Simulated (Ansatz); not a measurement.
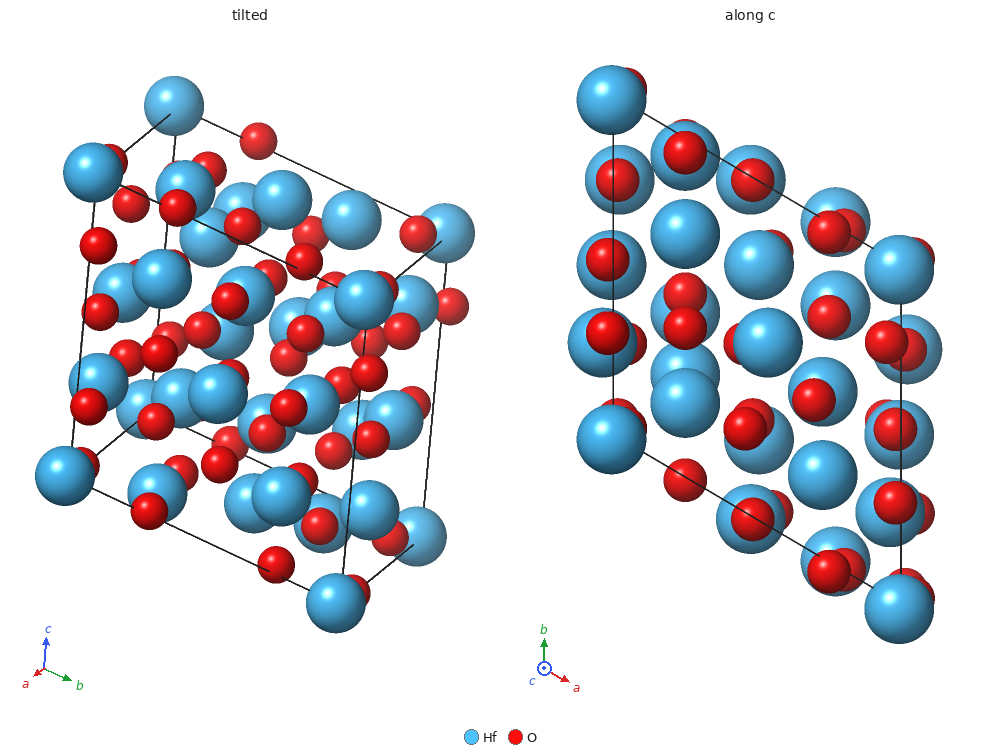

Drawn in the spheres-only manner and seen slightly off an axis and along the c axis. Thin lines show the simulation cell, with boundary atoms drawn in all their periodic places.

Hf$_{17}$O$_{31}$, space group Fmm2 (No. 42), a = 8.93 Å, b = 8.93 Å, c = 8.93 Å, α = 107.72°, β = 110.35°, γ = 110.35°.

Electronic-structure method: DFT PBE, scalar-relativistic, plane waves, PAW in Ansatz. Parameters: a kinetic-energy cutoff of 420 eV, 2×2×2 k-mesh, Gaussian smearing of 0.01 eV, no spin polarisation.

Is the electronic structure metallic or gapped?

A semiconductor at this level, with a gap of 0.32 eV on the k-mesh (the true edges may lie between mesh points, so the gap can be somewhat smaller).

Its origin is a structure listed in the Materials Project, repeated into a supercell with a point defect put in. The atoms were relaxed in a fixed cell with Ansatz, DFT PBE, scalar-relativistic, plane waves, PAW.
